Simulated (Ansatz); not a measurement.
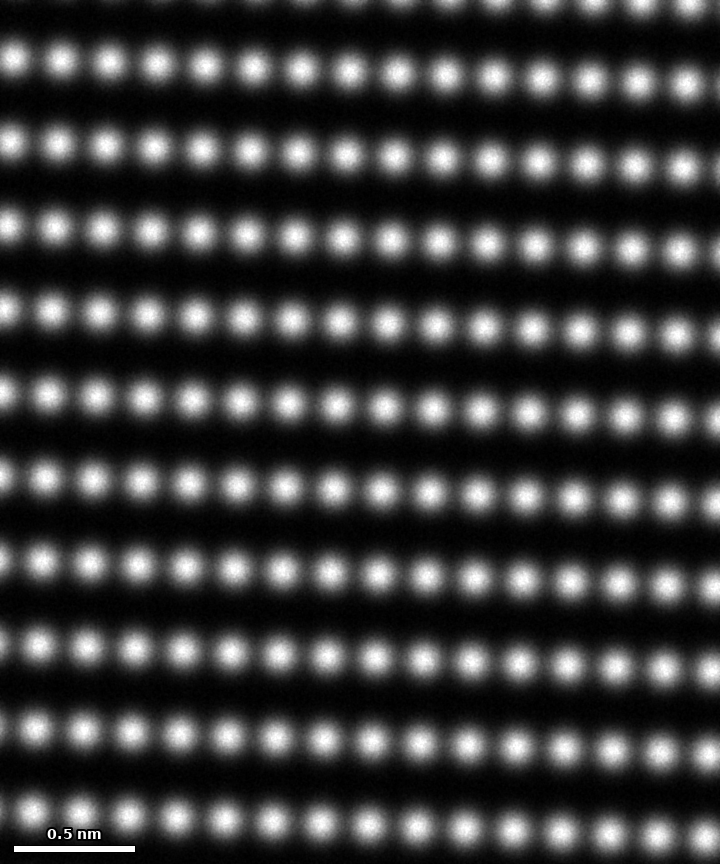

HAADF-like image of S (P6_3/mmc, No. 194). Simulated incoherent Z contrast: every atom adds Z^1.7 spread by a probe of 1.16 Å full width; channelling and multiple scattering are left out. The probe carries 15 % of its weight in a tail 2.5 times as wide. Shot noise was added. Atomic positions: coordinates from a relaxation with Ansatz 0.2.0, DFT r2SCAN, scalar-relativistic, plane waves, PAW; the starting structure was generated, so it need not be a known form of this composition.

```yaml
crystal:
  lattice:
    - [3.97757, 0.00000, 0.00000]
    - [-1.98878, 3.44467, 0.00000]
    - [0.00000, 0.00000, 6.91119]
  atoms:
    - { symbol: S, position: [0.00000, 0.00000, 0.25000] }
    - { symbol: S, position: [0.00000, 0.00000, 0.75000] }
    - { symbol: S, position: [0.33333, 0.66667, 0.75000] }
    - { symbol: S, position: [0.66667, 0.33333, 0.25000] }
```

Question: Which beam direction gives this image, [211], [311], [310] or [210]? (Directions equivalent by symmetry count as one.)

Answer: [210]. The projected cells are 3.15 × 3.15 Å, 102° for [211]; 2.44 × 3.08 Å, 90° for [311]; 1.30 × 6.91 Å, 90° for [310]; 1.99 × 3.46 Å, 90° for [210], and the image repeats as the [210] one does.
